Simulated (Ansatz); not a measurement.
Consider this structure, Mo.

```
Mo
1.0
     2.74402    0.00000    0.00000
    -1.37201    2.37639    0.00000
     0.00000    0.00000    2.49269
Mo
1
Direct
  0.00000 0.00000 0.00000
```

It is based on the geometry relaxed with DFT PBEsol, scalar-relativistic, plane waves, PAW (Ansatz 0.2.0); the starting structure was generated, so it need not be a known form of this composition.

> Where will the first 3 clear peaks of its neutron PDF lie (peak width σ = 0.12 Å), and from which pairs do they come?

1. 2.72 Å: Mo–Mo at 2.49–2.74 Å
2. 3.71 Å: Mo–Mo at 3.71 Å
3. 4.76 Å: Mo–Mo at 4.75–4.99 Å

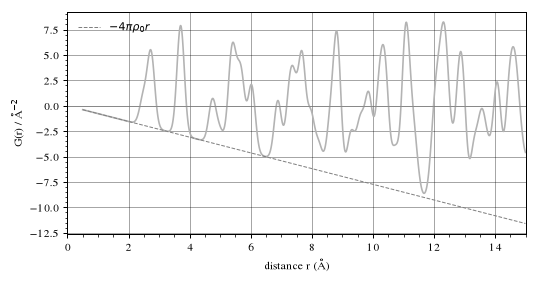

Simulated neutron pair distribution function, G(r) = R(r)/r − 4πρ₀r, summed over the atomic distances of the structure with each pair weighted by the product of the tabulated coherent neutron scattering lengths (natural isotope mix where the element has one); every distance is a Gaussian of σ = 0.12 Å. No termination ripples are included.
